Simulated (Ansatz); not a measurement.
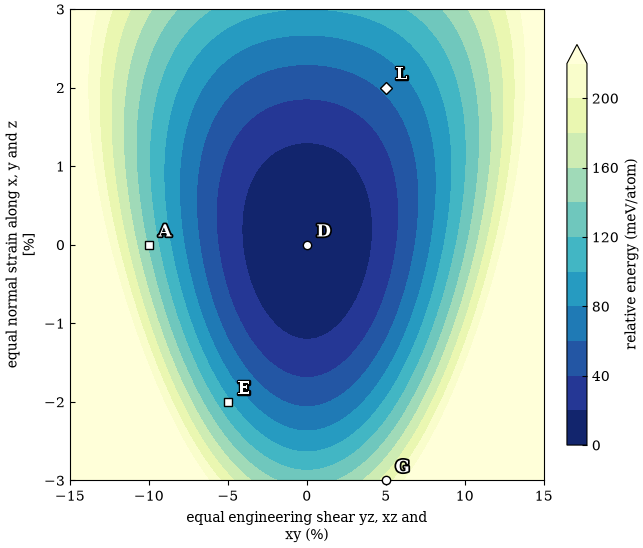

Pt (Fm-3m, No. 225; 1 atom in the cell). 
- The energy is mapped over two homogeneous strains (x, y and z along the cube axes).
- Coordinates scanned: (1) equal engineering shear yz, xz and xy; (2) equal normal strain along x, y and z.
- Nothing is relaxed (symmetry fixes all fractional coordinates).
- Grid: 7 × 7 points.
- Points are written as (first, second).
- All energies are given in meV/atom relative to the lowest grid point.
- Method: Ansatz, DFT LDA, scalar-relativistic, plane waves, PAW. Settings: cutoff 420 eV, k-mesh 20×20×20, gaussian smearing 0.15 eV, no spin polarisation.

The picture shows filled contours, one colour for all values above the top of the scale, lettered points. Between grid points the surface is interpolated.

### Is L the lowest point of the computed grid?

No. L lies 63 meV/atom above the lowest grid point, which is at (0 %, 0 %).

### Which space group has the cell at each letter?

A: R-3m; D: Fm-3m; E: R-3m; G: R-3m; L: R-3m.

PAW datasets: the set soft_1.
